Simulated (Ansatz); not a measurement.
Run report: Fe3Co, single-point calculation (part 2 of 2)

The same run, continued: Fe3Co (P4/mmm, 8 atoms in the cell); DFT PBEsol, scalar-relativistic, plane waves, PAW, spin-polarised (Ansatz 0.2.0); cutoff 420 eV, 10×5×14 k-mesh, Gaussian smearing of 0.1 eV, collinear spins. The structure derives from a Materials Project entry. It belongs to a series of runs on one base structure; here: antiferromagnetic, doubled cell, propagation vector (0, 1/2, 0).

Output, continued
```
  k-point 1 ↑: bands = ["-77.3384", "-75.6828", "-69.9936", "-69.9205", "-69.6267", "-67.1715", "-67.0730", "-66.9971", "-40.7522", "-40.7242", "-40.7218", "-39.1729", "-39.0950", "-39.0830", "-36.2209", "-36.2082", "-36.1788", "-36.1112", "-36.0760", "-36.0310", "-35.8611", "-35.7292", "-35.6835", "-33.5140", "-33.4550", "-33.3819", "-33.3526", "-33.3123", "-33.2765", "-33.2705", "-33.1263", "-33.0675", "9.5711", "11.7893", "11.9249", "13.3803", "13.4884", "13.5620", "13.5725", "14.7576", "14.8113", "14.8156", "14.9619", "15.1250", "15.3274", "15.5186", "15.5394", "15.8870", "16.2721", "16.3910", "16.4676", "16.4999", "16.8012", "16.8040", "16.8585", "16.9418", "17.0174", "17.0779", "17.2690", "17.4676", "17.5910", "17.6180", "17.9718", "18.1821", "18.4189", "18.4245", "18.7177", "18.7564", "18.9873", "19.1995", "19.3548", "19.4523", "19.5069", "19.7640", "19.9438", "20.2491", "20.6135", "23.5413", "23.5813", "25.2171", "25.6331", "25.9344", "26.5191", "27.1751", "27.8494", "27.8966", "30.6473", "30.8805", "33.6342", "33.8107", "33.8109", "34.3776", "35.4736", "35.4780", "36.2096", "36.5776"]
  k-point 2 ↑: bands = ["-77.3380", "-75.6823", "-69.9927", "-69.9193", "-69.6265", "-67.1703", "-67.0701", "-66.9988", "-40.7580", "-40.7236", "-40.7207", "-39.1722", "-39.0939", "-39.0895", "-36.2182", "-36.2076", "-36.1783", "-36.1008", "-36.0873", "-36.0379", "-35.8605", "-35.7401", "-35.6932", "-33.5101", "-33.4411", "-33.3805", "-33.3704", "-33.3082", "-33.2790", "-33.2713", "-33.1416", "-33.0812", "9.8863", "12.0574", "12.1976", "13.5827", "13.6310", "13.6805", "13.7595", "14.7750", "14.7994", "14.8842", "14.9735", "15.2563", "15.2879", "15.4336", "15.5739", "15.7173", "15.9597", "16.3457", "16.3884", "16.5266", "16.5876", "16.7526", "16.7954", "16.8797", "16.9105", "17.0393", "17.1967", "17.2895", "17.4185", "17.6959", "17.7340", "18.3639", "18.4370", "18.5500", "18.7932", "18.8323", "19.0278", "19.1325", "19.2416", "19.4785", "19.5637", "19.7133", "19.7964", "20.9957", "21.0399", "24.0694", "24.1528", "25.2809", "25.6080", "25.6679", "26.0331", "26.5466", "28.4591", "28.5119", "28.9074", "29.1583", "33.7794", "33.8909", "33.9360", "34.1848", "34.1913", "35.1723", "35.4044", "35.8782"]
  k-point 143 ↓: bands = ["-77.3352", "-75.6794", "-69.9875", "-69.9119", "-69.6257", "-67.1628", "-67.0473", "-67.0145", "-40.7949", "-40.7201", "-40.7173", "-39.1680", "-39.1294", "-39.0903", "-36.2102", "-36.2044", "-36.1778", "-36.1482", "-36.1323", "-36.0779", "-35.8610", "-35.7336", "-35.7082", "-33.5164", "-33.4509", "-33.4166", "-33.3879", "-33.3710", "-33.2946", "-33.2852", "-33.1082", "-33.0974", "13.3271", "13.4393", "13.4560", "13.4699", "14.0655", "14.1791", "14.1801", "14.2033", "14.8187", "14.8219", "14.9381", "14.9413", "15.8148", "15.8216", "15.9292", "15.9815", "16.2874", "16.3563", "16.3968", "16.4360", "16.8185", "16.8896", "16.9197", "16.9567", "17.1805", "17.2644", "17.2820", "17.3326", "17.4261", "17.4917", "17.5527", "17.5700", "18.7510", "18.9683", "19.1166", "19.4087", "19.5062", "19.6234", "19.6456", "19.6819", "19.7661", "19.8588", "20.0253", "20.0418", "20.8092", "20.9983", "21.2616", "21.3116", "25.9308", "26.1697", "26.2080", "26.2900", "26.9928", "27.1986", "27.2777", "27.3474", "32.4985", "32.7963", "32.8469", "32.8779", "34.1474", "34.3893", "34.4637", "34.5131"]
--- Löwdin populations: 8 sites ---
  site symbol       q [e]    m [muB]
     0     Fe     15.8036     2.3075
     1     Fe     15.7503     2.5235
     2     Fe     15.7515     2.5899
     3     Co     16.7742     1.3908
     4     Fe     15.8036    -2.3075
     5     Fe     15.7503    -2.5235
     6     Fe     15.7515    -2.5899
     7     Co     16.7742    -1.3908
  spilling = 0.014162 (of n_electrons = 130.000000)
```

File populations.tsv
```
# site	symbol	l	j	q_up	q_dn
# orbitals = lowdin
# n_electrons = 130.000000
# spilling = 0.014162
0	Fe	0_3S	-	0.993079	0.993218
0	Fe	0_4S	-	0.475458	0.466863
0	Fe	1_3P	-	2.998372	2.997922
0	Fe	2_3D	-	4.588605	2.290039
1	Fe	0_3S	-	0.993311	0.993622
1	Fe	0_4S	-	0.487053	0.471778
1	Fe	1_3P	-	2.998460	2.998276
1	Fe	2_3D	-	4.658075	2.149729
2	Fe	0_3S	-	0.993375	0.993588
2	Fe	0_4S	-	0.484860	0.470495
2	Fe	1_3P	-	2.998521	2.998159
2	Fe	2_3D	-	4.693953	2.118519
3	Co	0_3S	-	0.993696	0.993718
3	Co	0_4S	-	0.474420	0.472022
3	Co	1_3P	-	2.998725	2.998449
3	Co	2_3D	-	4.615650	3.227478
4	Fe	0_3S	-	0.993218	0.993079
4	Fe	0_4S	-	0.466863	0.475458
4	Fe	1_3P	-	2.997922	2.998372
4	Fe	2_3D	-	2.290039	4.588605
5	Fe	0_3S	-	0.993622	0.993311
5	Fe	0_4S	-	0.471778	0.487053
5	Fe	1_3P	-	2.998276	2.998460
5	Fe	2_3D	-	2.149729	4.658075
6	Fe	0_3S	-	0.993588	0.993375
6	Fe	0_4S	-	0.470495	0.484860
6	Fe	1_3P	-	2.998159	2.998521
6	Fe	2_3D	-	2.118519	4.693953
7	Co	0_3S	-	0.993718	0.993696
7	Co	0_4S	-	0.472022	0.474420
7	Co	1_3P	-	2.998449	2.998725
7	Co	2_3D	-	3.227478	4.615650
```

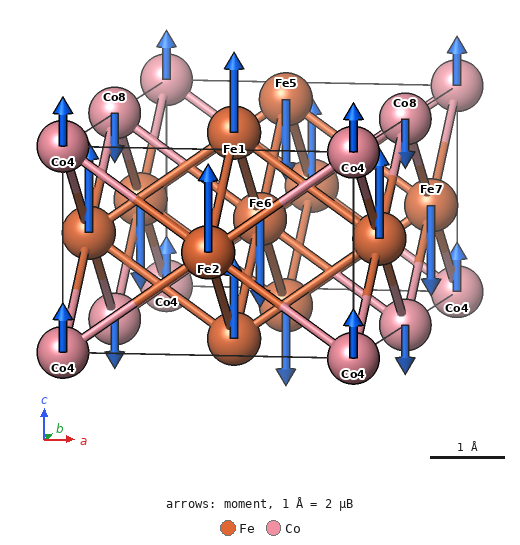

Fig. 1: Magnetic moments of the sites as blue arrows (ball-and-stick view of the cell of the calculation, seen slightly off an axis; atoms are numbered from 1 in the order of the input); small moments hardly show. The run is collinear, so the axis drawn is arbitrary. Site moments: Fe7 (−2.52 μB); Fe3 (2.52 μB); Fe6 (−2.45 μB); Fe2 (2.45 μB); Fe1 (2.24 μB); Fe5 (−2.24 μB); Co8 (−1.39 μB), among others. They are counted near the atoms and needn't add up to the moment of the cell.

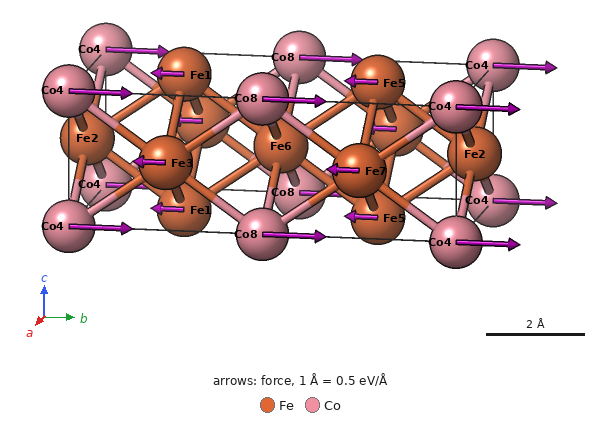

Fig. 2: Forces on the atoms as pink arrows (ball-and-stick view of the cell of the calculation, seen slightly off an axis; atoms are numbered from 1 in the order of the input); the smallest are left out. The largest act on Co4, Co8 (0.67 eV/Å); Fe1, Fe5 (0.36 eV/Å); Fe3, Fe7 (0.35 eV/Å). The geometry is not a stationary point of this energy.

The run was set up as follows.

The input
```yaml
crystal:
  lattice:
    - [4.023579445, 0.0, 0.0]
    - [0.0, 8.04715889, 0.0]
    - [0.0, 0.0, 2.82770517]
  atoms:
    - { symbol: Fe, position: [0.5, 0.25, 0.0], spin: 4.0 }
    - { symbol: Fe, position: [0.5, 0.0, 0.5], spin: 4.0 }
    - { symbol: Fe, position: [0.0, 0.25, 0.5], spin: 4.0 }
    - { symbol: Co, position: [0.0, 0.0, 0.0], spin: 3.0 }
    - { symbol: Fe, position: [0.5, 0.75, 0.0], spin: -4.0 }
    - { symbol: Fe, position: [0.5, 0.5, 0.5], spin: -4.0 }
    - { symbol: Fe, position: [0.0, 0.75, 0.5], spin: -4.0 }
    - { symbol: Co, position: [0.0, 0.5, 0.0], spin: -3.0 }
basis:
  ecutwfc: 420
kpoints:
  mp_grid: { grid: [10, 5, 14] }
hamiltonian:
  xc: pbesol
scf:
  occupations: { method: gaussian, width: 0.1 }
  lower_state_search: "off"
output:
  forces: true
  stress: true
  eigenvalues: true
  populations: true
magnetization:
  spin_polarized: true
```

Launched with:
```bash
ansatz run input.yaml --threads 1 --pin off --max-ram 2560MiB --backend cpu --events-out ev --progress --plain --runs-dir out
```

Key numbers

```json
{"quantity": "outcome", "value": "converged"}
{"quantity": "space group (tolerance 0.01 Å)", "value": "P4/mmm (123)"}
{"quantity": "electrons treated", "value": "130"}
{"quantity": "free energy", "value": "−36878.0178 eV"}
{"quantity": "Fermi energy", "value": "18.310 eV"}
{"quantity": "gap on the k-point mesh", "value": "none (metallic)"}
{"quantity": "net moment of the cell", "value": "0.00 μB"}
{"quantity": "integrated absolute moment", "value": "17.74 μB"}
{"quantity": "pressure", "value": "−9.47 GPa"}
{"quantity": "largest force (length of the vector)", "value": "0.675 eV/Å"}
{"quantity": "hardware", "value": "1 thread of Intel Xeon (Sapphire Rapids), 192 GiB of memory available, shared host"}
{"quantity": "wall time", "value": "3.9 min"}
{"quantity": "peak memory", "value": "1.5 GiB"}
```
